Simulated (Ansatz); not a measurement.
The structure in question:

```yaml
crystal:
  lattice:
    - [2.91680, 0.00000, 0.00000]
    - [-1.45840, 2.52602, 0.00000]
    - [0.00000, 0.00000, 15.41235]
  atoms:
    - { symbol: W, position: [0.66667, 0.33333, 0.33307] }
    - { symbol: S, position: [0.33333, 0.66667, 0.22972] }
    - { symbol: S, position: [0.66667, 0.33333, 0.10185] }
    - { symbol: W, position: [0.33333, 0.66667, 0.66640] }
    - { symbol: S, position: [0.00000, 0.00000, 0.56305] }
    - { symbol: S, position: [0.33333, 0.66667, 0.43518] }
    - { symbol: W, position: [0.00000, 0.00000, 0.99974] }
    - { symbol: S, position: [0.66667, 0.33333, 0.89638] }
    - { symbol: S, position: [0.00000, 0.00000, 0.76851] }
```

Question: Say what kind of structure these coordinates give.

Answer: Formula: WS2. It belongs to space group R3m (No. 160) and has a rhombohedral (trigonal R) lattice. The cell has 9 atoms, namely 3 W, 6 S. Around each W lie six W and six S (2.92 Å to W, 2.30 to 2.32 Å to S). The neighbours of S are three W in a trigonal pyramidal arrangement at 2.30 to 2.32 Å. The bonds build WS2 layers parallel to (001).

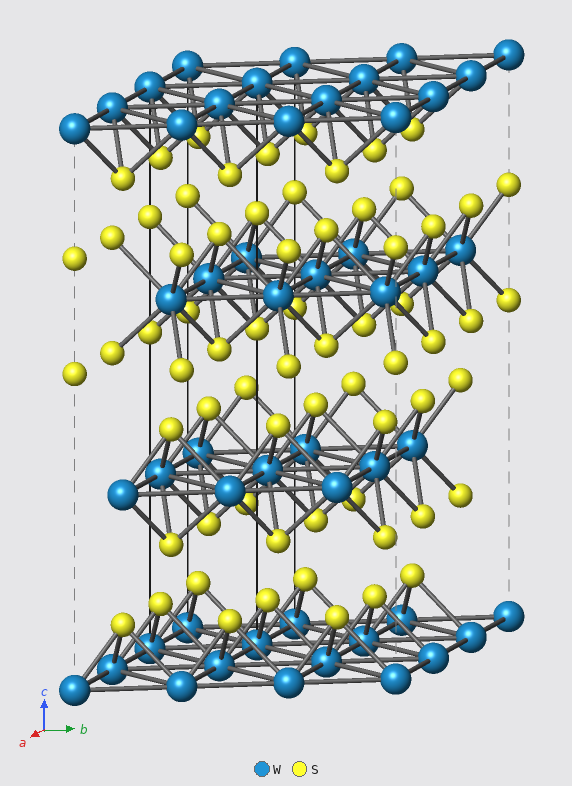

A ball-and-stick rendering, viewed slightly off an axis. Shown are 3×3×1 repeats of the conventional unit cell, one of them outlined in solid lines. Colours: tungsten blue, sulfur yellow.

Starting structure: a structure listed in the Materials Project. It was relaxed with Ansatz, DFT PBE, scalar-relativistic, plane waves, PAW under a constraint or pressure on the cell, so some stress remains.

At this level of theory the cell isn't at rest (compressed, at 60 GPa), so its distances can differ from those at equilibrium, the more so the softer the solid.
